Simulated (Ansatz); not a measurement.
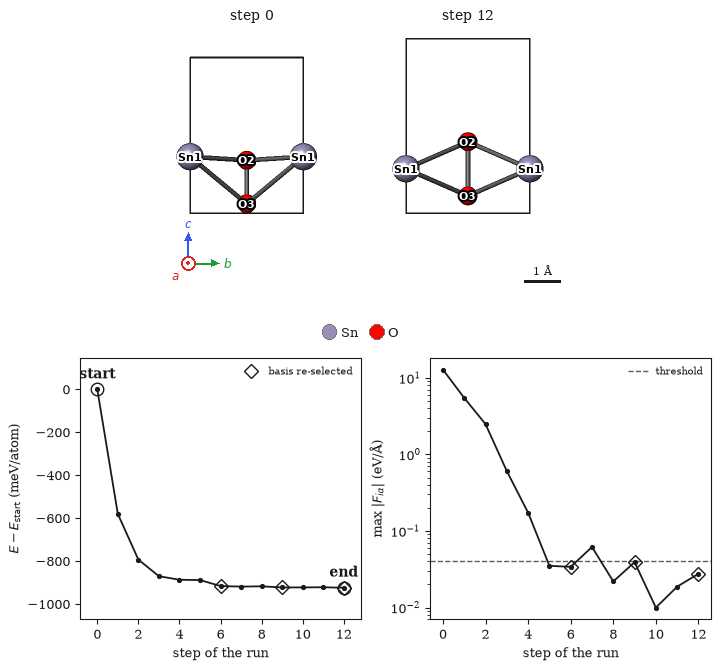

First and last geometry of a relaxation of a crystal of SnO$_{2}$ (a generated structure, set up in P4mm) (coarse preliminary run), with the history of the run. Style: ball-and-stick. Shown: the cell of the calculation, along the a axis.

All numbers below come from DFT PBE, scalar-relativistic, plane waves, PAW (Ansatz). (plane-wave cutoff 420 eV; k-point mesh 6 × 6 × 4; occupations gaussian; smearing width 0.1 eV; no spin polarisation; cell and atoms relaxed; force threshold 0.04 eV/Å; at most 70 steps)

> What do the curves and the structures tell?

It converged. The largest move relative to the cell is that of Sn1, 0.53 Å along −c. By element the largest moves are Sn 0.53 Å, O 0.34 Å. The volume changes by +33.8 %, with a = b 3.177 → 3.472 Å (+9.3 %), c 4.370 → 4.896 Å (+12.0 %). Some distances before and after: Sn1–O2 2.249 → 2.570 Å, O2–O3 1.217 → 1.518 Å, Sn1–O3 2.605 → 2.570 Å. Among the angles between lasting bonds that change: Sn1–O2–Sn1 174.9° → 145.6°, O2–Sn1–O2 174.9° → 145.6°, Sn1–O2–O3 92.6° → 72.8°. The space group (tolerance 0.01 Å) goes from P4mm (No. 99) to P4/mmm (No. 123). Over 9 accepted moves (12 points after the start) the energy falls by 923 meV per atom. Largest force component: 13 eV/Å at the start, 0.028 eV/Å at the end. Pressure: 43.79 GPa at the start and 0.07 GPa at the end. At 3 points the geometry stayed and the basis and grid were re-selected for the new cell (energy shift of 28.0 meV per atom at most each time). Cost: 31 s on 1 thread of Arm Neoverse V2, on a shared host, peak memory 0.34 GiB.

| step | E − E(0), meV/atom | largest force component, eV/Å | pressure, GPa | volume, Å³/atom | note |
| --- | --- | --- | --- | --- | --- |
| 0 | 0.00 | 12.8371 | 43.79 | 14.708 |  |
| 1 | -579.84 | 5.4821 | 15.71 | 16.145 |  |
| 2 | -792.49 | 2.4920 | 2.22 | 17.457 |  |
| 3 | -869.68 | 0.6062 | -2.08 | 17.744 |  |
| 4 | -886.28 | 0.1734 | 0.07 | 17.700 |  |
| 5 | -887.56 | 0.0351 | 0.11 | 17.560 |  |
| 6 | -915.61 | 0.0340 | 2.09 | 17.560 | same geometry, new basis |
| 7 | -918.07 | 0.0618 | 0.72 | 18.316 |  |
| 8 | -916.75 | 0.0219 | -0.02 | 18.945 |  |
| 9 | -922.12 | 0.0391 | 0.05 | 18.945 | same geometry, new basis |
| 10 | -921.86 | 0.0100 | 0.07 | 19.356 |  |
| 11 | -921.13 | 0.0187 | 0.05 | 19.673 |  |
| 12 | -923.40 | 0.0276 | 0.07 | 19.673 | same geometry, new basis |
